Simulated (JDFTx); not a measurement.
**MgB2: 7 runs along one coordinate**

System: MgB2 (P6/mmm, 3 atoms in the cell).
Method: Kohn-Sham DFT of a periodic cell, PBE, PseudoDojo-SR-PBE-0.5-standard, no spin polarisation (JDFTx 1.7.0 (patched build)).

The 7 runs differ only in the geometry, by an even scaling of the cell at fixed fractional positions. The structure derives from an entry of the Crystallography Open Database.

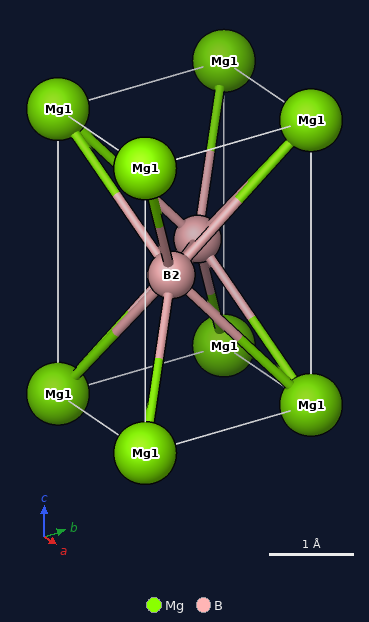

Figure 1. The structure of run 4 (ball-and-stick view of the cell of the calculation, seen slightly off an axis; atoms are numbered from 1 in the order of the input).

### Input of run 4
```
lattice \
    5.8298050945    -2.9149025472     0.0000000000 \
    0.0000000000     5.0487593110     0.0000000000 \
    0.0000000000     0.0000000000     6.6575051371
coords-type Lattice
ion Mg     0.0000000000     0.0000000000     0.0000000000 1
ion B      0.6666666667     0.3333333333     0.5000000000 1
ion B      0.3333333333     0.6666666667     0.5000000000 1

ion-species pseudo/Mg.upf
ion-species pseudo/B.upf
elec-cutoff 42 336
elec-ex-corr gga-PBE
kpoint-folding 10 10 8
elec-smearing Fermi 0.0018374661
elec-n-bands 14
electronic-SCF nIterations 100 energyDiffThreshold 1e-09
electronic-minimize nIterations 30 energyDiffThreshold 1e-7
forces-output-coords Cartesian

dump-name run.$VAR
dump End Ecomponents EigStats BandEigs Kpoints Forces Stress ElecDensity Dtot KEdensity
```

Command:
```bash
jdftx -c 1 -i MgB2.in -o MgB2.out
```

Lattice vectors (Å) and fractional positions of run 4:
```
   3.085000    0.000000    0.000000
  -1.542500    2.671688    0.000000
   0.000000    0.000000    3.523000
Mg  0.000000  0.000000  0.000000
B   0.666667  0.333333  0.500000
B   0.333333  0.666667  0.500000
```

Run 2 differs from it as follows:
```diff
-    5.8298050945    -2.9149025472     0.0000000000 \
-    0.0000000000     5.0487593110     0.0000000000 \
-    0.0000000000     0.0000000000     6.6575051371
+    5.7510142859    -2.8755071431     0.0000000000 \
+    0.0000000000     4.9805244693     0.0000000000 \
+    0.0000000000     0.0000000000     6.5675278215
```

### Results, with one run withheld

```tsv
run	volume per atom (Å³)	free energy per atom, from the lowest run given (meV)	pressure (GPa)
1	9.098	14.58	9.38
2	9.292	?	?
3	9.485	0.78	2.21
4	9.679	0.00	−0.91
5	9.873	2.80	−3.74
6	10.066	8.88	−6.33
7	10.260	17.95	−8.69
```

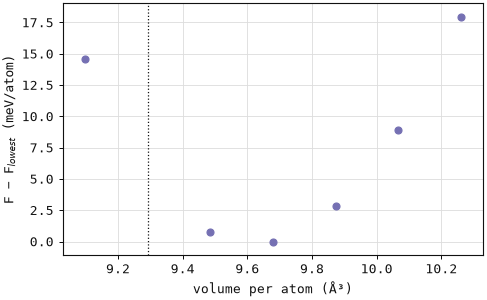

Figure 2. Free energy per atom of the runs given; the dotted line marks run 2.

What should run 2 give?

A cubic polynomial in V^(−2/3) (the Birch–Murnaghan form), fitted to the 6 runs given, misses them by at most 0.01 meV per atom. With x = V^(−2/3) − 0.21940 Å⁻², it reads F = 0.40535 − 692.55 x + 2.1062e+05 x² − 1.6276e+05 x³ (meV per atom). At run 2 it gives 5.50 meV per atom, and the run itself gives 5.52. The slope of the fit gives a pressure −dF/dV of 5.65 GPa there, and the run prints 5.63 GPa. The fit has its minimum at 9.622 Å³ per atom, where V d²F/dV² gives 152 GPa. Cell shape and fractional positions are held, so this is the stiffness under even scaling; the relaxed bulk modulus wasn't computed.

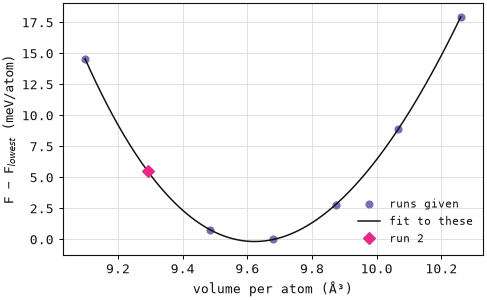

Figure 3. The fit and the withheld run.

### Some lines of the output (run 2)
```
[...]
unit cell volume = 188.114
     Etot =      -65.1010034519974710
        F =      -65.1012336000462000
	HOMO-LUMO gap: +0.000539
	Optical gap  : +0.013283 at state 9 ( [ +0.000000 +0.100000 +0.500000 ] spin 0 )
```
